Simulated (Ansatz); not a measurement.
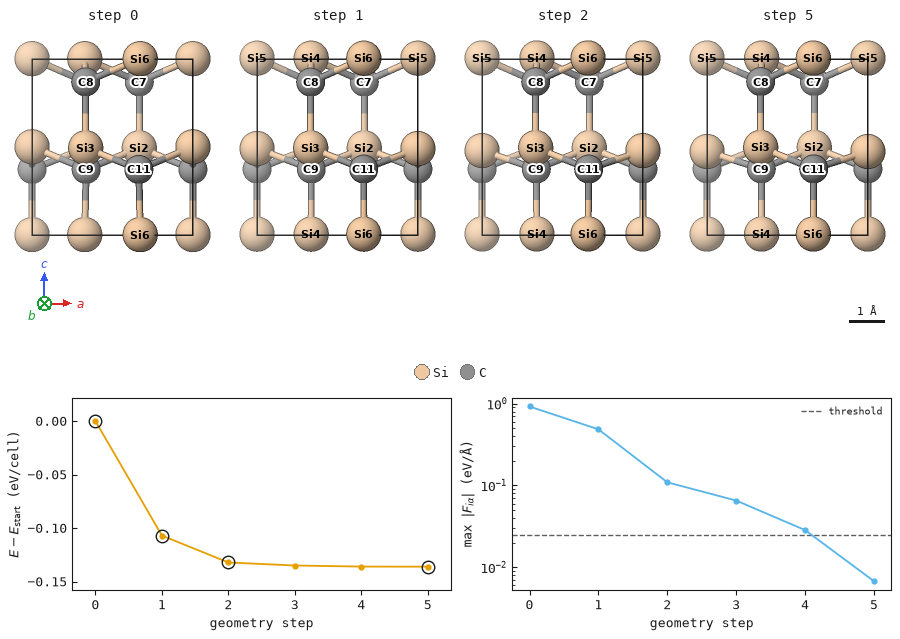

Frames of a relaxation of a defect cell of composition Si6C5 (cell charge +1), marked on the history of the run. The picture is a ball-and-stick view of the cell of the calculation, reduced to other axes, seen along the b axis. Lengths and directions refer to the drawn axes.

Case: C vacancy (site b), charge +1, atoms relaxed at the host's cell.

All numbers below come from DFT PBE, scalar-relativistic, plane waves, PAW (Ansatz 0.2.0).

Input
```yaml
crystal:
  lattice:
    - [0.0, 0.0, 5.0742922929]
    - [4.6379047741, -2.6776955698, 0.0]
    - [0.0, 5.3553911397, 0.0]
  atoms:
    - { symbol: Si, position: [0.5028107295, 0.0, 0.3333333333], spin: 0.25 }
    - { symbol: Si, position: [0.4968839631, 0.6666666667, 0.6666666667] }
    - { symbol: Si, position: [0.4968839631, 0.3333333333, 1.0] }
    - { symbol: Si, position: [1.0037158639, 0.3274989057, 0.3333333333], spin: 0.25 }
    - { symbol: Si, position: [1.0037158639, 0.0, 0.660832239], spin: 0.25 }
    - { symbol: Si, position: [1.0037158639, 0.6725010943, 1.0058344276], spin: 0.25 }
    - { symbol: C, position: [0.8719006014, 0.6666666667, 0.6666666667] }
    - { symbol: C, position: [0.8719006014, 0.3333333333, 1.0] }
    - { symbol: C, position: [0.3743514189, 0.3361290228, 0.3333333333] }
    - { symbol: C, position: [0.3743514189, 0.0, 0.6694623561] }
    - { symbol: C, position: [0.3743514189, 0.6638709772, 0.9972043105] }
  host:
    lattice:
      - [3.0919365161, 0.0, 0.0]
      - [-1.545968258, 2.6776955698, 0.0]
      - [0.0, 0.0, 5.0742922929]
    atoms:
      - { symbol: Si, position: [0.3333333333, 0.6666666667, 0.4995817072] }
      - { symbol: Si, position: [0.6666666667, 0.3333333333, 0.9995817072] }
      - { symbol: C, position: [0.3333333333, 0.6666666667, 0.8754182928] }
      - { symbol: C, position: [0.6666666667, 0.3333333333, 0.3754182928] }
total_charge: 1
basis:
  ecutwfc: 420
  xc_grid: 2
kpoints:
  mp_grid: { grid: [2, 2, 2], shift: [0.0, 0.0, 0.0] }
hamiltonian:
  xc: pbe
scf:
  occupations: { method: gaussian, width: 0.01 }
output:
  forces: true
  stress: false
  eigenvalues: true
  populations: true
  charged_corrections:
    defect_position: [0.87541829, 0.0, 0.33333333]
    epsilon: [[10.2134, 0.0, 0.0], [0.0, 10.2134, 0.0], [0.0, 0.0, 11.3836]]
  write_density: true
  write_potential: true
  elf: true
  volumetric_format: npy
magnetization:
  spin_polarized: true
relax:
  adjacent_minimum: "off"
  f_tol: 0.025
  max_steps: 45
```

Command:
```bash
ansatz run input.yaml --threads 4 --pin off --max-ram 8192MiB --backend cpu --events-out ev --progress --plain --runs-dir out
```

What happens along the run?

Answer. The energy falls by 0.136 eV per cell of the calculation in 5 geometry steps. Largest force component: 0.92 eV/Å at the start, 0.0068 eV/Å at the end. The atom that moves furthest is Si1 (0.14 Å along −c). By element the largest moves are Si 0.14 Å, C 0.02 Å. The lattice vectors keep their values. Near-neighbour distances that change, for instance: Si1–C10 1.914 → 1.873 Å, Si4–C7 1.921 → 1.895 Å. Bond angles that change, for instance: C9–Si1–C10 109.0° → 113.2°, Si1–C10–Si5 108.5° → 105.8°, C7–Si5–C8 107.2° → 109.4°. The run took 11 s on 4 threads of Arm Neoverse N1 (shared host), peak memory 0.41 GiB. From step 0 to 1: Si atoms move most (0.05 Å), energy −0.107 eV per cell of the calculation. From step 1 to 2: Si1 moves most (0.06 Å), energy −25.2 meV per cell of the calculation. From step 2 to 5: Si1 moves most (0.03 Å), energy −3.9 meV per cell of the calculation.

```
step  E − E(0), meV/atom  largest force component, eV/Å
   0                0.00                         0.9238
   1               -9.73                         0.4859
   2              -12.01                         0.1094
   3              -12.27                         0.0654
   4              -12.36                         0.0285
   5              -12.37                         0.0068
```

Limits of the set-up: the k-point mesh is coarse for a cell with partly filled bands; the periodic images lie only 5.1 Å apart, so the values are limited by the cell's size; the cell is charged, on a uniform background, and energies carry no finite-size correction.
